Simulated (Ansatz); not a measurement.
## Geometry relaxation of Sn (part 1 of 3)

System: Sn (8 atoms in the cell).
Method: DFT PBEsol, scalar-relativistic, plane waves, PAW, no spin polarisation (Ansatz 0.2.0).

The structure derives from an entry of the Crystallography Open Database. It belongs to a series of runs on one base structure; here: all atoms moved at random, sigma 0.4 A a component; relaxed back. Figures and captions count atoms from 1; the log counts them from 0 in places.

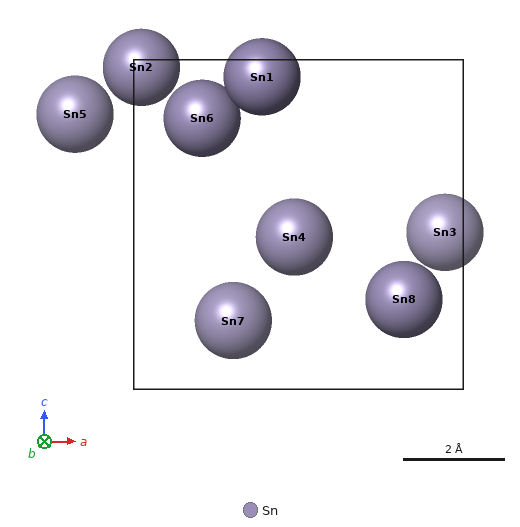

Figure 1. The structure as given in the input (spheres-only view of the cell of the calculation, along the b axis; atoms are numbered from 1 in the order of the input). An atom can appear more than once, as a periodic image.

Results in brief:

```json
{"quantity": "outcome", "value": "converged"}
{"quantity": "space group (tolerance 0.01 Å)", "value": "P1 (1) → P2₁ (4)"}
{"quantity": "electrons treated", "value": "112"}
{"quantity": "free energy", "value": "−47598.0334 eV"}
{"quantity": "Fermi energy", "value": "7.352 eV"}
{"quantity": "gap on the k-point mesh", "value": "none (metallic)"}
{"quantity": "pressure", "value": "−0.07 GPa"}
{"quantity": "final volume", "value": "280.27 Å³"}
{"quantity": "largest force (length of the vector) at the end", "value": "0.005 eV/Å"}
{"quantity": "final cell", "value": "a = 6.541 Å, b = 6.546 Å, c = 6.545 Å, α = 90.02°, β = 89.94°, γ = 90.00°"}
{"quantity": "hardware", "value": "2 threads of Intel Xeon (Granite Rapids), 32 GiB of memory available, shared host"}
{"quantity": "wall time", "value": "12 min (CPU time 24 min)"}
{"quantity": "peak memory", "value": "1.8 GiB"}
```

The input:
```yaml
crystal:
  lattice:
    - [6.5415585596, 0.0, 0.0]
    - [0.0, -6.5415585596, 0.0]
    - [0.0, 0.0, -6.5415585596]
  atoms:
    - { symbol: Sn, position: [0.3899329807, 0.116380551, -0.0520159581] }
    - { symbol: Sn, position: [0.0237919549, 0.4512123138, -0.0233367318] }
    - { symbol: Sn, position: [-0.0551552358, -0.1188049843, 0.4760492364] }
    - { symbol: Sn, position: [0.4879304087, 0.5761973557, 0.461856076] }
    - { symbol: Sn, position: [0.822381292, 0.6706095228, 0.8346176422] }
    - { symbol: Sn, position: [0.2080369717, 0.2833062303, 0.8220673252] }
    - { symbol: Sn, position: [0.3026911118, 0.7164435637, 0.2084752174] }
    - { symbol: Sn, position: [0.8203905159, 0.304655447, 0.2722871927] }
basis:
  ecutwfc: 420
kpoints:
  mp_grid: { grid: [6, 6, 6] }
hamiltonian:
  xc: pbesol
scf:
  occupations: { method: gaussian, width: 0.15 }
output:
  forces: true
  stress: true
  eigenvalues: true
  write_density: true
  write_potential: true
  elf: true
  volumetric_format: npy
relax:
  adjacent_minimum: "off"
  f_tol: 0.01
  max_steps: 80
  cell: { stress_tol: 0.1 }
```

Command:
```bash
ansatz run input.yaml --threads 2 --pin off --max-ram 5120MiB --backend cpu --events-out ev --progress --plain --runs-dir out
```

What the program printed:
```
Engine: ansatz 0.2.0, x86_64-unknown-linux-gnu
Pseudopotentials: kind: paw
Pseudopotential: Sn, paw, valence charge 14, recommended cutoff 420 eV (normal), Sn.paw.azcp
Functional definition: PBEsol
  exchange = pbesol_x
  correlation = pbesol_c
Crystal: 8 atoms, lattice volume = 279.926 Å³
Basis set: ecut = 420 eV, 5449 PW (Γ), exchange–correlation on 90×90×90 points (8 copies of the dense FFT grid, shifted against one another)
Bands: 68, of which v1, the nominal top of the filled ones, is band 56 counted from 1 (55 counted from 0)
Symmetry: 1 space group operations
Space group: P1 (ITA 1), of the structure as read, at distance tolerance 6.5e-5 Å
k-points: 112 of 216 (time reversal used)
Non-local potential: Sn, projectors of the file, l = 0: 2, l = 1: 2, l = 2: 2, l = 3: 2
PAW form: soft (Blöchl's): semilocal exchange-correlation on the pseudo side does not see the compensation charge
PAW frozen core: Sn, regenerated for the run's functional, and the local potential with it (the file was generated under x = pbe(κ = 0.804, μ = 0.2195149727645171), c = pbe(β = 0.06672455060314922))
PAW one-centre angular grid: Sn, 590 points (default); XC on 64 Gauss nodes
Initial density: superposition of atomic densities (neutral atoms: chi_scale 0, normalization atom), corrected by the library's trained network
Initial wavefunctions: pseudopotential atomic-orbital guess
Functional: x = pbesol(κ = 0.804, μ = 0.12345679012345678), c = pbesol(β = 0.046)
SCF iter   1: F=—  HF=-47570.468411 eV  |F-HF|=—  |Δ(HF+E_count)|=         —  Δρ=5.31e-3  dr2=1.38e-1  ethr=1.77e-3  ⟨swp⟩=10.1  Hψ=39817  notcnv=0
preconditioner: auto → LDOS  [metal: Δε(μ)=0.008 eV  Ē_g=7.349 eV  σ=0.150 eV  W_gap=0.03  n_scr=56 (ndim 8)  ℏωp=12.6 eV  f_vac=0.077  D(μ)=4.47/eV (n_scr^D=26)  β→1.0]
SCF iter   2: F=—  HF=-47570.461633 eV  |F-HF|=—  |Δ(HF+E_count)|=   6.78e-3  Δρ=4.36e-3  dr2=8.05e-2  ethr=1.23e-4  ⟨swp⟩=2.3  Hψ=16103  notcnv=0  defer=402
SCF iter   3: F=—  HF=-47570.434727 eV  |F-HF|=—  |Δ(HF+E_count)|=   2.69e-2  Δρ=9.44e-4  dr2=4.98e-3  ethr=7.19e-5  ⟨swp⟩=2.0  Hψ=14191  notcnv=0  defer=402
SCF iter   4: F=—  HF=-47570.433487 eV  |F-HF|=—  |Δ(HF+E_count)|=   1.24e-3  Δρ=2.38e-4  dr2=2.06e-4  ethr=4.45e-6  ⟨swp⟩=2.0  Hψ=13541  notcnv=0  defer=402
SCF iter   5: F=—  HF=-47570.433452 eV  |F-HF|=—  |Δ(HF+E_count)|=   3.46e-5  Δρ=6.30e-5  dr2=1.71e-5  ethr=1.84e-7  ⟨swp⟩=2.0  Hψ=13586  notcnv=0  defer=402
SCF iter   6: F=—  HF=-47570.433427 eV  |F-HF|=—  |Δ(HF+E_count)|=   2.45e-5  Δρ=2.03e-5  dr2=1.69e-6  ethr=1.53e-8  ⟨swp⟩=2.0  Hψ=13254  notcnv=0  defer=178
SCF iter   7: F=—  HF=-47570.433427 eV  |F-HF|=—  |Δ(HF+E_count)|=   1.68e-8  Δρ=6.81e-6  dr2=1.95e-7  ethr=1.51e-9  ⟨swp⟩=2.0  Hψ=13752  notcnv=0  defer=105
SCF iter   8: F=-47570.433427 eV  HF=-47570.433427 eV  |F-HF|=1.67e-10  |Δ(HF+E_count)|=   1.32e-8  Δρ=1.81e-6  dr2=1.29e-8  ethr=8.93e-11  ⟨swp⟩=20.0  Hψ=69512  notcnv=0
SCF 1 converged in 8 iterations: F = -47570.433427 eV  dr2 = 1.29e-8
  greatest PAW one-centre occupation: 0.999 electrons in one spin orbital (limit 2), on the Sn atom at site 5 (counted from 0), in its partial waves of l = 2
relax step   1: F+E_penalty+E_count = -47570.43342744 eV  Δ(F+E_penalty+E_count) = +0.000e0 eV  max|allowed force component| = 3.546e1 eV/Å  Δτ_max = 0.0000 Å  P = +33.509 GPa  Ω = 279.926 Å³  (8 SCF iters, dr2 threshold 1.00e-7 eV, accepted)
Crystal: 8 atoms, lattice volume = 285.597 Å³
Basis set: ecut = 420 eV, 5565 PW (Γ), exchange–correlation on 90×90×90 points (8 copies of the dense FFT grid, shifted against one another)
Initial density: handed on by an earlier stage of this run
Initial wavefunctions: those handed on with the density
iter 1 solved again at ethr=2.05e-4 eV; its pass at ethr=3.10e-3 eV (dr2=2.30e-1 eV) is discarded
SCF iter   1: F=—  HF=-47584.911260 eV  |F-HF|=—  |Δ(HF+E_count)|=         —  Δρ=9.07e-3  dr2=2.31e-1  ethr=2.05e-4  ⟨swp⟩=1.3  Hψ=40611  notcnv=0
preconditioner: auto → LDOS  [metal: Δε(μ)=0.013 eV  Ē_g=19.351 eV  σ=0.150 eV  W_gap=0.05  n_scr=66 (ndim 8)  ℏωp=23.0 eV  f_vac=0.072  D(μ)=4.44/eV (n_scr^D=26)  β→1.0]
SCF iter   2: F=—  HF=-47584.892424 eV  |F-HF|=—  |Δ(HF+E_count)|=   1.88e-2  Δρ=5.80e-3  dr2=1.31e-1  ethr=2.05e-4  ⟨swp⟩=2.8  Hψ=15535  notcnv=0
SCF iter   3: F=—  HF=-47584.841133 eV  |F-HF|=—  |Δ(HF+E_count)|=   5.13e-2  Δρ=1.47e-3  dr2=1.07e-2  ethr=1.17e-4  ⟨swp⟩=2.0  Hψ=14946  notcnv=0  defer=6
SCF iter   4: F=—  HF=-47584.838366 eV  |F-HF|=—  |Δ(HF+E_count)|=   2.77e-3  Δρ=3.14e-4  dr2=3.66e-4  ethr=9.56e-6  ⟨swp⟩=2.0  Hψ=13888  notcnv=0  defer=6
SCF iter   5: F=—  HF=-47584.838296 eV  |F-HF|=—  |Δ(HF+E_count)|=   6.97e-5  Δρ=9.71e-5  dr2=3.75e-5  ethr=3.27e-7  ⟨swp⟩=2.0  Hψ=13915  notcnv=0  defer=6
SCF iter   6: F=—  HF=-47584.838291 eV  |F-HF|=—  |Δ(HF+E_count)|=   4.99e-6  Δρ=2.43e-5  dr2=2.45e-6  ethr=3.35e-8  ⟨swp⟩=2.0  Hψ=13941  notcnv=0  defer=6
SCF iter   7: F=-47584.838291 eV  HF=-47584.838291 eV  |F-HF|=7.88e-8  |Δ(HF+E_count)|=   1.98e-7  Δρ=8.67e-6  dr2=2.71e-7  ethr=7.14e-10  ⟨swp⟩=14.7  Hψ=67621  notcnv=0
SCF 2 converged in 7 iterations: F = -47584.838291 eV  dr2 = 2.71e-7
  greatest PAW one-centre occupation: 0.992 electrons in one spin orbital (limit 2), on the Sn atom at site 5 (counted from 0), in its partial waves of l = 2
relax step   2: F+E_penalty+E_count = -47584.83829126 eV  Δ(F+E_penalty+E_count) = -1.440e1 eV  max|allowed force component| = 1.561e1 eV/Å  Δτ_max = 0.1949 Å  P = +15.442 GPa  Ω = 285.597 Å³  energy of the carried Pulay correction = -3.104e-3 eV  (7 SCF iters, dr2 threshold 8.00e-7 eV, accepted)
Crystal: 8 atoms, lattice volume = 286.031 Å³
Basis set: ecut = 420 eV, 5569 PW (Γ), exchange–correlation on 90×90×90 points (8 copies of the dense FFT grid, shifted against one another)
iter 1 solved again at ethr=1.01e-4 eV; its pass at ethr=3.10e-3 eV (dr2=1.13e-1 eV) is discarded
SCF iter   1: F=—  HF=-47590.048066 eV  |F-HF|=—  |Δ(HF+E_count)|=         —  Δρ=5.72e-3  dr2=1.15e-1  ethr=1.01e-4  ⟨swp⟩=2.0  Hψ=39104  notcnv=0
preconditioner: auto → LDOS  [metal: Δε(μ)=0.006 eV  Ē_g=19.278 eV  σ=0.150 eV  W_gap=0.02  n_scr=66 (ndim 8)  ℏωp=23.2 eV  f_vac=0.064  D(μ)=4.07/eV (n_scr^D=18)  β→1.0]
SCF iter   2: F=—  HF=-47590.036164 eV  |F-HF|=—  |Δ(HF+E_count)|=   1.19e-2  Δρ=3.22e-3  dr2=4.17e-2  ethr=1.01e-4  ⟨swp⟩=2.0  Hψ=15143  notcnv=0
SCF iter   3: F=—  HF=-47590.021573 eV  |F-HF|=—  |Δ(HF+E_count)|=   1.46e-2  Δρ=9.81e-4  dr2=4.72e-3  ethr=3.73e-5  ⟨swp⟩=2.0  Hψ=13911  notcnv=0
SCF iter   4: F=—  HF=-47590.020162 eV  |F-HF|=—  |Δ(HF+E_count)|=   1.41e-3  Δρ=2.17e-4  dr2=1.70e-4  ethr=4.21e-6  ⟨swp⟩=2.0  Hψ=13914  notcnv=0
SCF iter   5: F=—  HF=-47590.020098 eV  |F-HF|=—  |Δ(HF+E_count)|=   6.37e-5  Δρ=5.74e-5  dr2=1.25e-5  ethr=1.51e-7  ⟨swp⟩=2.0  Hψ=13927  notcnv=0
SCF iter   6: F=-47590.020098 eV  HF=-47590.020098 eV  |F-HF|=1.85e-7  |Δ(HF+E_count)|=   6.51e-8  Δρ=1.29e-5  dr2=6.46e-7  ethr=7.14e-10  ⟨swp⟩=13.4  Hψ=67981  notcnv=0
SCF 3 converged in 6 iterations: F = -47590.020098 eV  dr2 = 6.46e-7
  greatest PAW one-centre occupation: 0.992 electrons in one spin orbital (limit 2), on the Sn atom at site 2 (counted from 0), in its partial waves of l = 2
relax step   3: F+E_penalty+E_count = -47590.02009804 eV  Δ(F+E_penalty+E_count) = -5.182e0 eV  max|allowed force component| = 9.305e0 eV/Å  Δτ_max = 0.1934 Å  P = +8.531 GPa  Ω = 286.031 Å³  energy of the carried Pulay correction = -3.339e-3 eV  (6 SCF iters, dr2 threshold 8.00e-7 eV, accepted)
Crystal: 8 atoms, lattice volume = 285.684 Å³
Basis set: ecut = 420 eV, 5561 PW (Γ), exchange–correlation on 90×90×90 points (8 copies of the dense FFT grid, shifted against one another)
iter 1 solved again at ethr=6.84e-5 eV; its pass at ethr=3.10e-3 eV (dr2=7.66e-2 eV) is discarded
SCF iter   1: F=—  HF=-47593.183653 eV  |F-HF|=—  |Δ(HF+E_count)|=         —  Δρ=4.87e-3  dr2=7.49e-2  ethr=6.84e-5  ⟨swp⟩=1.0  Hψ=43601  notcnv=0
preconditioner: auto → LDOS  [metal: Δε(μ)=0.015 eV  Ē_g=19.163 eV  σ=0.150 eV  W_gap=0.06  n_scr=70 (ndim 8)  ℏωp=23.3 eV  f_vac=0.059  D(μ)=3.17/eV (n_scr^D=18)  β→1.0]
SCF iter   2: F=—  HF=-47593.176544 eV  |F-HF|=—  |Δ(HF+E_count)|=   7.11e-3  Δρ=2.41e-3  dr2=2.80e-2  ethr=6.69e-5  ⟨swp⟩=2.0  Hψ=14392  notcnv=0
SCF iter   3: F=—  HF=-47593.167588 eV  |F-HF|=—  |Δ(HF+E_count)|=   8.96e-3  Δρ=8.12e-4  dr2=3.12e-3  ethr=2.50e-5  ⟨swp⟩=2.0  Hψ=13911  notcnv=0
SCF iter   4: F=—  HF=-47593.166596 eV  |F-HF|=—  |Δ(HF+E_count)|=   9.92e-4  Δρ=1.57e-4  dr2=8.77e-5  ethr=2.78e-6  ⟨swp⟩=2.0  Hψ=13900  notcnv=0
SCF iter   5: F=—  HF=-47593.166562 eV  |F-HF|=—  |Δ(HF+E_count)|=   3.44e-5  Δρ=4.66e-5  dr2=8.31e-6  ethr=7.83e-8  ⟨swp⟩=2.0  Hψ=13946  notcnv=0
SCF iter   6: F=-47593.166560 eV  HF=-47593.166560 eV  |F-HF|=2.22e-8  |Δ(HF+E_count)|=   1.33e-6  Δρ=9.84e-6  dr2=3.07e-7  ethr=7.14e-10  ⟨swp⟩=12.6  Hψ=66695  notcnv=0
SCF 4 converged in 6 iterations: F = -47593.166560 eV  dr2 = 3.07e-7
relax step   4: F+E_penalty+E_count = -47593.16656024 eV  Δ(F+E_penalty+E_count) = -3.146e0 eV  max|allowed force component| = 4.821e0 eV/Å  Δτ_max = 0.1945 Å  P = +4.080 GPa  Ω = 285.684 Å³  energy of the carried Pulay correction = -3.151e-3 eV  (6 SCF iters, dr2 threshold 8.00e-7 eV, accepted)
Crystal: 8 atoms, lattice volume = 282.527 Å³
Basis set: ecut = 420 eV, 5517 PW (Γ), exchange–correlation on 90×90×90 points (8 copies of the dense FFT grid, shifted against one another)
iter 1 solved again at ethr=6.18e-5 eV; its pass at ethr=3.10e-3 eV (dr2=6.92e-2 eV) is discarded
SCF iter   1: F=—  HF=-47595.178062 eV  |F-HF|=—  |Δ(HF+E_count)|=         —  Δρ=4.98e-3  dr2=6.77e-2  ethr=6.18e-5  ⟨swp⟩=1.0  Hψ=40003  notcnv=0
preconditioner: auto → LDOS  [metal: Δε(μ)=0.013 eV  Ē_g=19.119 eV  σ=0.150 eV  W_gap=0.05  n_scr=66 (ndim 8)  ℏωp=23.4 eV  f_vac=0.051  D(μ)=2.35/eV (n_scr^D=6)  β→1.0]
SCF iter   2: F=—  HF=-47595.169568 eV  |F-HF|=—  |Δ(HF+E_count)|=   8.49e-3  Δρ=1.75e-3  dr2=1.74e-2  ethr=6.04e-5  ⟨swp⟩=2.0  Hψ=13909  notcnv=0
SCF iter   3: F=—  HF=-47595.165130 eV  |F-HF|=—  |Δ(HF+E_count)|=   4.44e-3  Δρ=7.83e-4  dr2=3.11e-3  ethr=1.55e-5  ⟨swp⟩=2.0  Hψ=13908  notcnv=0
SCF iter   4: F=—  HF=-47595.164115 eV  |F-HF|=—  |Δ(HF+E_count)|=   1.02e-3  Δρ=1.41e-4  dr2=8.83e-5  ethr=2.77e-6  ⟨swp⟩=2.0  Hψ=13898  notcnv=0
SCF iter   5: F=—  HF=-47595.164079 eV  |F-HF|=—  |Δ(HF+E_count)|=   3.64e-5  Δρ=4.47e-5  dr2=8.69e-6  ethr=7.88e-8  ⟨swp⟩=2.0  Hψ=13960  notcnv=0
SCF iter   6: F=-47595.164077 eV  HF=-47595.164077 eV  |F-HF|=3.49e-8  |Δ(HF+E_count)|=   1.87e-6  Δρ=1.07e-5  dr2=3.38e-7  ethr=7.14e-10  ⟨swp⟩=12.1  Hψ=66254  notcnv=0
SCF 5 converged in 6 iterations: F = -47595.164077 eV  dr2 = 3.38e-7
  greatest PAW one-centre occupation: 0.991 electrons in one spin orbital (limit 2), on the Sn atom at site 2 (counted from 0), in its partial waves of l = 2
relax step   5: F+E_penalty+E_count = -47595.16407693 eV  Δ(F+E_penalty+E_count) = -1.998e0 eV  max|allowed force component| = 2.629e0 eV/Å  Δτ_max = 0.1919 Å  P = +1.410 GPa  Ω = 282.527 Å³  energy of the carried Pulay correction = -1.431e-3 eV  (6 SCF iters, dr2 threshold 8.00e-7 eV, accepted)
Crystal: 8 atoms, lattice volume = 277.315 Å³
Basis set: ecut = 420 eV, 5417 PW (Γ), exchange–correlation on 90×90×90 points (8 copies of the dense FFT grid, shifted against one another)
iter 1 solved again at ethr=5.52e-5 eV; its pass at ethr=3.10e-3 eV (dr2=6.18e-2 eV) is discarded
SCF iter   1: F=—  HF=-47596.339327 eV  |F-HF|=—  |Δ(HF+E_count)|=         —  Δρ=5.12e-3  dr2=6.29e-2  ethr=5.52e-5  ⟨swp⟩=2.0  Hψ=39615  notcnv=0
preconditioner: auto → LDOS  [metal: Δε(μ)=0.007 eV  Ē_g=19.145 eV  σ=0.150 eV  W_gap=0.03  n_scr=64 (ndim 8)  ℏωp=23.6 eV  f_vac=0.044  D(μ)=1.47/eV (n_scr^D=6)  β→1.0]
SCF iter   2: F=—  HF=-47596.334446 eV  |F-HF|=—  |Δ(HF+E_count)|=   4.88e-3  Δρ=1.90e-3  dr2=2.60e-2  ethr=5.52e-5  ⟨swp⟩=2.0  Hψ=13817  notcnv=0
SCF iter   3: F=—  HF=-47596.327729 eV  |F-HF|=—  |Δ(HF+E_count)|=   6.72e-3  Δρ=7.38e-4  dr2=3.81e-3  ethr=2.33e-5  ⟨swp⟩=2.0  Hψ=13902  notcnv=0
SCF iter   4: F=—  HF=-47596.326677 eV  |F-HF|=—  |Δ(HF+E_count)|=   1.05e-3  Δρ=1.70e-4  dr2=1.24e-4  ethr=3.40e-6  ⟨swp⟩=2.0  Hψ=11720  notcnv=0
SCF iter   5: F=—  HF=-47596.326617 eV  |F-HF|=—  |Δ(HF+E_count)|=   6.04e-5  Δρ=3.74e-5  dr2=6.74e-6  ethr=1.11e-7  ⟨swp⟩=2.0  Hψ=13923  notcnv=0
SCF iter   6: F=-47596.326617 eV  HF=-47596.326617 eV  |F-HF|=5.46e-8  |Δ(HF+E_count)|=   3.54e-7  Δρ=1.08e-5  dr2=3.14e-7  ethr=7.14e-10  ⟨swp⟩=14.6  Hψ=64665  notcnv=0
SCF 6 converged in 6 iterations: F = -47596.326617 eV  dr2 = 3.14e-7
  Residual-converged pass: ⟨swp⟩=1.0  Hψ=8068  notcnv=0  max |occ|·‖R‖ = 7.1e-9 eV (tolerance 1.0e-8 eV)  dr2=3.14e-7  dr2_onsite=2.19e-8  max |Δocc| = 7.6e-11
relax step   6: F+E_penalty+E_count = -47596.32661653 eV  Δ(F+E_penalty+E_count) = -1.163e0 eV  max|allowed force component| = 1.969e0 eV/Å  Δτ_max = 0.1948 Å  P = +0.368 GPa  Ω = 277.315 Å³  energy of the carried Pulay correction = +1.450e-3 eV  (6 SCF iters, dr2 threshold 8.00e-7 eV, accepted)
Crystal: 8 atoms, lattice volume = 273.262 Å³
Basis set: ecut = 420 eV, 5347 PW (Γ), exchange–correlation on 90×90×90 points (8 copies of the dense FFT grid, shifted against one another)
iter 1 solved again at ethr=4.51e-5 eV; its pass at ethr=3.10e-3 eV (dr2=5.05e-2 eV) is discarded
SCF iter   1: F=—  HF=-47596.968911 eV  |F-HF|=—  |Δ(HF+E_count)|=         —  Δρ=5.09e-3  dr2=5.01e-2  ethr=4.51e-5  ⟨swp⟩=1.1  Hψ=40080  notcnv=0
preconditioner: auto → Kerker (q_TF=auto, 2.351 Å⁻¹)  [metal: Δε(μ)=0.005 eV  Ē_g=19.201 eV  σ=0.150 eV  W_gap=0.02  n_scr=62 (ndim 8)  ℏωp=23.8 eV  f_vac=0.043  D(μ)=1.26/eV (n_scr^D=0)]
SCF iter   2: F=—  HF=-47596.962142 eV  |F-HF|=—  |Δ(HF+E_count)|=   6.77e-3  Δρ=2.95e-3  dr2=1.95e-2  ethr=4.48e-5  ⟨swp⟩=1.0  Hψ=7616  notcnv=0
SCF iter   3: F=—  HF=-47596.958777 eV  |F-HF|=—  |Δ(HF+E_count)|=   3.36e-3  Δρ=3.46e-4  dr2=6.36e-4  ethr=1.74e-5  ⟨swp⟩=2.2  Hψ=8336  notcnv=0
SCF iter   4: F=—  HF=-47596.958772 eV  |F-HF|=—  |Δ(HF+E_count)|=   5.10e-6  Δρ=1.68e-4  dr2=1.22e-4  ethr=5.68e-7  ⟨swp⟩=2.3  Hψ=10600  notcnv=0
SCF iter   5: F=—  HF=-47596.958791 eV  |F-HF|=—  |Δ(HF+E_count)|=   1.89e-5  Δρ=4.69e-5  dr2=1.62e-5  ethr=1.09e-7  ⟨swp⟩=2.2  Hψ=10119  notcnv=0
SCF iter   6: F=—  HF=-47596.958794 eV  |F-HF|=—  |Δ(HF+E_count)|=   3.72e-6  Δρ=1.77e-5  dr2=1.92e-6  ethr=1.45e-8  ⟨swp⟩=2.0  Hψ=9585  notcnv=0
SCF iter   7: F=-47596.958795 eV  HF=-47596.958795 eV  |F-HF|=7.96e-8  |Δ(HF+E_count)|=   4.13e-7  Δρ=7.71e-6  dr2=3.53e-7  ethr=7.14e-10  ⟨swp⟩=13.2  Hψ=63565  notcnv=0
SCF 7 converged in 7 iterations: F = -47596.958795 eV  dr2 = 3.53e-7
relax step   7: F+E_penalty+E_count = -47596.95879470 eV  Δ(F+E_penalty+E_count) = -6.322e-1 eV  max|allowed force component| = 1.576e0 eV/Å  Δτ_max = 0.1949 Å  P = +0.262 GPa  Ω = 273.262 Å³  energy of the carried Pulay correction = +3.729e-3 eV  (7 SCF iters, dr2 threshold 8.00e-7 eV, accepted)
Crystal: 8 atoms, lattice volume = 276.918 Å³
Basis set: ecut = 420 eV, 5413 PW (Γ), exchange–correlation on 90×90×90 points (8 copies of the dense FFT grid, shifted against one another)
iter 1 solved again at ethr=3.29e-5 eV; its pass at ethr=3.10e-3 eV (dr2=3.69e-2 eV) is discarded
```
